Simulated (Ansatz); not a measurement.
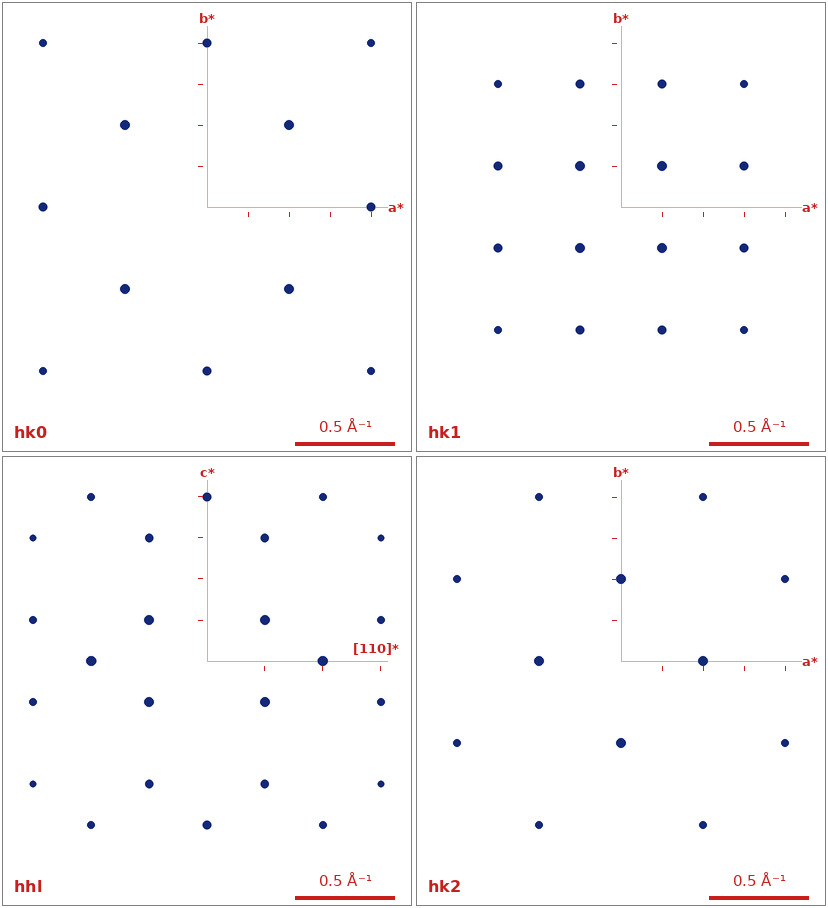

Simulated precession-type sections (X-rays; kinematic intensities, B = 0.5 Å²). The ticks mark integer indices of the conventional cell.

The compound is Co. Structure: the input geometry of an electronic-structure calculation (not necessarily at equilibrium); the starting structure was generated, so it need not be a known form of this composition.

> Read the reciprocal cell and give the direct cell.

a* = 0.209, b* = 0.209, c* = 0.209 Å⁻¹; the cell is cubic with a = 4.79 Å.

> List the systematic absences.

Reflections are present only under these conditions. hkl: h + k = 2n, h + l = 2n; hk0: h = 2n, h + k = 4n; hhl: h + l = 2n; h00: h = 4n. The lattice is face-centred (F). Further gaps, such as 2 2 2, 4 4 2, come from atoms on special positions, not from the group's general conditions.

> Which space groups fit?

The intensities have Laue symmetry m-3m (the hk0 layer shows 4mm, hk1 shows 4mm). With these conditions only Fd-3m (No. 227) fits.
